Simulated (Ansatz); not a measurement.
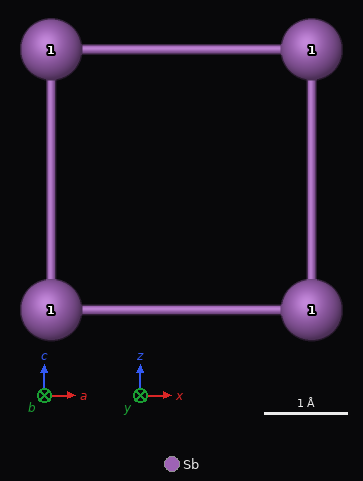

Solid Sb (Pm-3m): the cell is strained equally along x and y and separately along z, with the atoms kept at their fractional coordinates. x, y and z are the Cartesian axes of the input. The picture shows the reference cell. The picture is a ball-and-stick view of the cell of the calculation, seen along the b axis.

Computed with DFT r2SCAN, scalar-relativistic, plane waves, PAW (Ansatz). Set-up: plane-wave cutoff 500 eV; k-point mesh 16 × 16 × 16; occupations gaussian; smearing width 0.15 eV; no spin polarisation. Energies (free energies at the smearing named) are counted from the cell as listed in its source, which wasn't relaxed.

```
Sb
1.0
     3.16000    0.00000    0.00000
     0.00000    3.16000    0.00000
     0.00000    0.00000    3.16000
Sb
1
Direct
  0.00000 0.00000 0.00000
```

> What energies does the calculation give on a grid with rows −0.080, −0.040, 0.000, 0.040, 0.080 and columns −0.080, −0.040, 0.000, 0.040, 0.080 (strain along x and y; strain along z)?

Rows: strain along x and y; columns: strain along z; values in meV/atom.

|  | −0.080 | −0.040 | 0.000 | 0.040 | 0.080 |
| --- | --- | --- | --- | --- | --- |
| −0.080 | 179 | 111 | 100 | 116 | 156 |
| −0.040 | 44 | −13 | −13 | 21 | 74 |
| 0.000 | 28 | −12 | 0 | 43 | 106 |
| 0.040 | 99 | 66 | 89 | 143 | 213 |
| 0.080 | 224 | 198 | 225 | 287 | 366 |

In pairs of (strain along x and y; strain along z): the lowest computed points lie at (−0.040, −0.040), (−0.040, 0.000) (−13 meV/atom), the highest at (0.080, 0.080) (366 meV/atom). The valley is tilted: raising the in-plane strain is made harder by raising the strain along z (cross term 0.23 of the geometric mean of the two curvatures). Over the ranges scanned the energy rises more along the first axis, the in-plane strain. The pressure runs from −9.1 GPa at (0.080, 0.080) to 16.1 GPa at (−0.080, −0.080).
